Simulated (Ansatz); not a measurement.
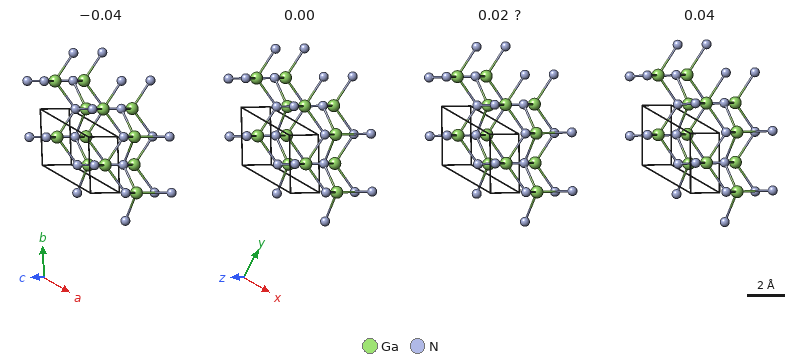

Energy scan for a crystal of GaN (P6_3mc), in which the cell is strained along y alone, with the atoms kept at their fractional coordinates. x, y and z are the Cartesian axes of the input. A ball-and-stick model of the cell of the calculation, repeated 2 × 2 × 1 with one cell outlined, seen along the c axis, with a slight tilt.

These are results of DFT PBE, scalar-relativistic, plane waves, PAW (Ansatz), not measurements. Settings: plane-wave cutoff 420 eV; k-point mesh 12 × 12 × 6; occupations gaussian; smearing width 0.05 eV; no spin polarisation. Energies (free energies at the smearing named) are counted from the cell as listed in its source, which wasn't relaxed.

| strain | energy change (meV/atom) |
| --- | --- |
| −0.040 | 44.9 |
| −0.030 | 28.4 |
| −0.020 | 15.5 |
| −0.010 | 6.2 |
| 0.000 | 0.0 |
| 0.010 | −3.2 |
| 0.020 | ? |
| 0.030 | −1.5 |
| 0.035 | 0.5 |
| 0.040 | 3.0 |

Question: Estimate the missing energy from the other rows, and compare with the calculation.

Answer: A straight line between the two neighbours gives −2.3 meV/atom. A cubic through the four nearest rows (0.000, 0.010, 0.030, 0.035) gives, with Lagrange weights, (−0.1429)(0.0) + (0.6000)(−3.2) + (1.0000)(−1.5) + (−0.4571)(0.5) = −3.6 meV/atom. The calculation gives −3.6 meV/atom, so the cubic is right to the digits shown and the straight line 1.3 meV/atom too high, as the curve bends upwards here.

The whole profile:

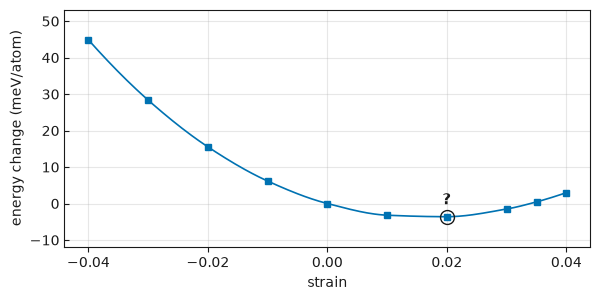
